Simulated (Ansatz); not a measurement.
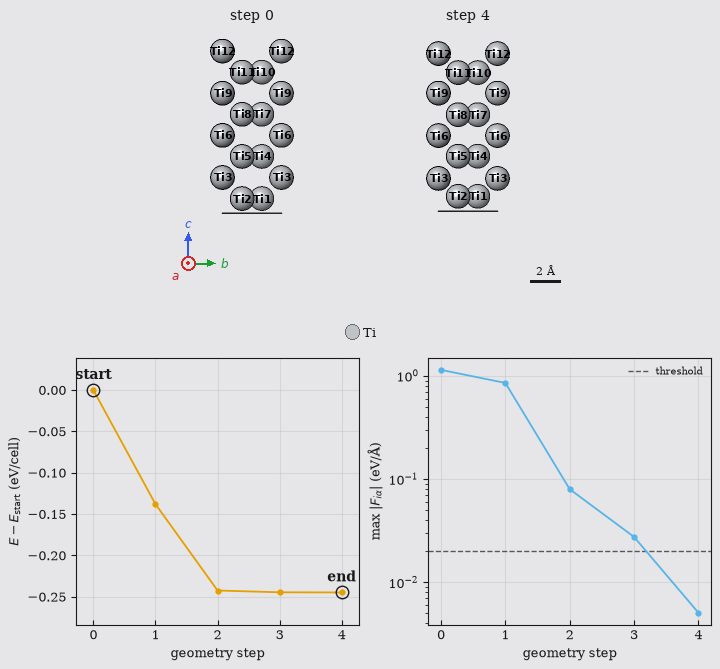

First and last geometry of a relaxation of a slab of composition Ti (cut from the P6/mmm phase), with the history of the run. A spheres-only model of the 2 × 1 repeat of the cell, outlined in the plane, without the vacuum, seen along the a axis.

Case: (0 0 1) slab, atoms relaxed. The slab is the (0 0 1) face of Ti.

All numbers below come from DFT PBE, scalar-relativistic, plane waves, PAW in Ansatz.

Input
```yaml
crystal:
  lattice:
    - [4.5795363026, 0.0, 0.0]
    - [-2.2897681513, 3.9659947756, 0.0]
    - [0.0, 0.0, 24.9126042603]
  atoms:
    - { symbol: Ti, position: [0.3333333333, 0.6666666667, 0.301052428] }
    - { symbol: Ti, position: [0.6666666667, 0.3333333333, 0.301052428] }
    - { symbol: Ti, position: [0.0, 0.0, 0.3578945914] }
    - { symbol: Ti, position: [0.3333333333, 0.6666666667, 0.4147367549] }
    - { symbol: Ti, position: [0.6666666667, 0.3333333333, 0.4147367549] }
    - { symbol: Ti, position: [0.0, 0.0, 0.4715789183] }
    - { symbol: Ti, position: [0.3333333333, 0.6666666667, 0.5284210817] }
    - { symbol: Ti, position: [0.6666666667, 0.3333333333, 0.5284210817] }
    - { symbol: Ti, position: [0.0, 0.0, 0.5852632451] }
    - { symbol: Ti, position: [0.3333333333, 0.6666666667, 0.6421054086] }
    - { symbol: Ti, position: [0.6666666667, 0.3333333333, 0.6421054086] }
    - { symbol: Ti, position: [0.0, 0.0, 0.698947572] }
basis:
  ecutwfc: 420
kpoints:
  mp_grid: { grid: [9, 9, 1] }
hamiltonian:
  xc: pbe
scf:
  occupations: { method: gaussian, width: 0.1 }
output:
  forces: true
  eigenvalues: true
  write_density: true
  write_potential: true
  elf: true
  volumetric_format: npy
relax:
  adjacent_minimum: "off"
  f_tol: 0.02
  max_steps: 60
efield:
  axis: 3
  dipole_correction: true
  ramp_width: 0.04
```

Launched with:
```bash
ansatz run input.yaml --threads 1 --pin off --max-ram 2560MiB --backend cpu --events-out ev --progress --plain --runs-dir out
```

> Did the run converge, and what did it change?

It converged. Over 4 geometry steps the energy falls by 0.245 eV per cell of the calculation. Largest force component: 1.1 eV/Å at the start, 0.0051 eV/Å at the end. The largest move relative to the layer's centre is that of Ti12, 0.16 Å along the normal (−c). The lattice vectors keep their values. Among the contacts that change: Ti9–Ti12 2.832 → 2.661 Å, Ti1–Ti4 2.832 → 2.696 Å, Ti1–Ti3 2.999 → 2.904 Å, Ti10–Ti12 2.999 → 2.938 Å. Cost: 5 min on 1 thread of Arm Neoverse V2, with other jobs on the host, peak memory 0.82 GiB.
